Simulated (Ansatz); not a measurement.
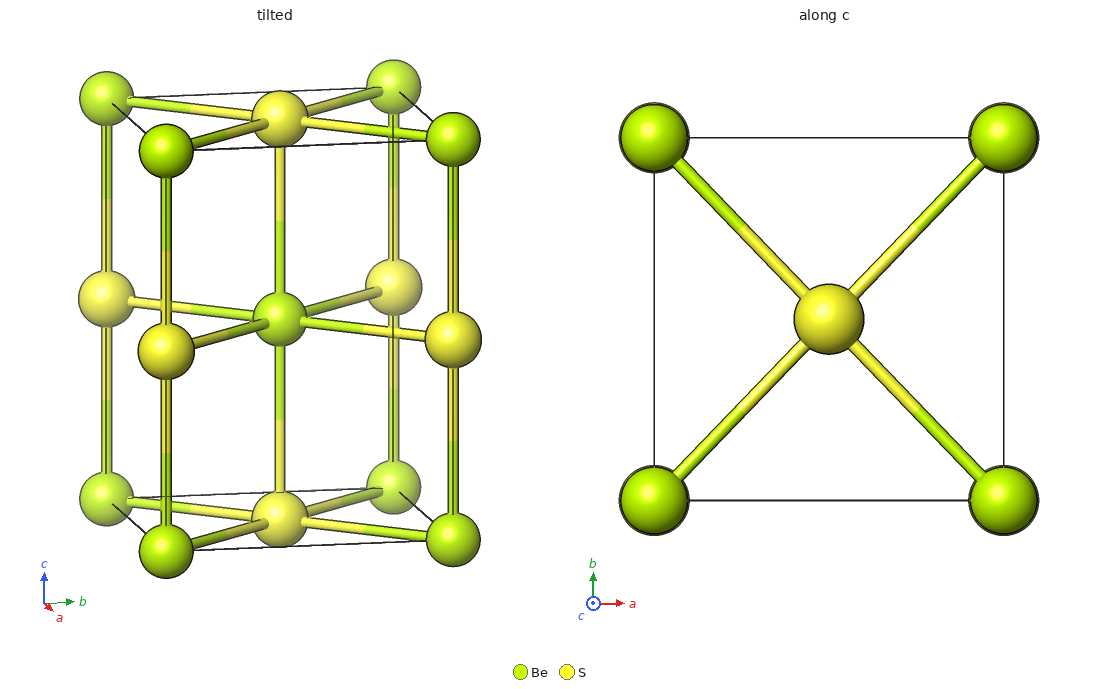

Crystal structure, ball-and-stick style, seen slightly off an axis and along the c axis. The frame is the conventional unit cell; atoms at its boundary are shown with their periodic copies.

BeS, space group Immm (No. 71), a = 3.217 Å, b = 3.338 Å, c = 4.635 Å, α = 90.00°, β = 90.00°, γ = 90.00°. Starting structure: a structure type filled with these elements by a generator (whether the compound takes this form wasn't checked). The cell was then strained or its atoms displaced on purpose. It went into a calculation with Ansatz.

This one geometry was computed with Ansatz (DFT, plane waves, PAW) at three levels of theory: HSE06, r2SCAN and PBE. It was relaxed with r2SCAN and then strained.

**Which level gives the highest pressure at this volume, and what does that say about its equilibrium volume?**

Highest: r2SCAN (0.1 GPa) and PBE (-0.3 GPa), which points to the largest equilibrium volume. Lowest, with the smallest volume: HSE06 (-1.7 GPa). Levels within 0.5 GPa of each other can't be told apart.

**How does the band gap change with the level of theory?**

PBE: a gap of 0.70 eV, indirect; r2SCAN: a gap of 1.05 eV, indirect; HSE06: a gap of 1.46 eV, indirect.

**Collect the results in a table.**

| level | cutoff (eV) | k-mesh of the run's cell | gap (eV) | pressure (GPa) |
| --- | --- | --- | --- | --- |
| HSE06 | 420 | 6×6×6 | 1.46 | -1.7 |
| r2SCAN | 500 | 10×10×10 | 1.05 | 0.1 |
| PBE | 420 | 10×10×10 | 0.70 | -0.3 |

Gaps are taken on the k-mesh or band path of each run.
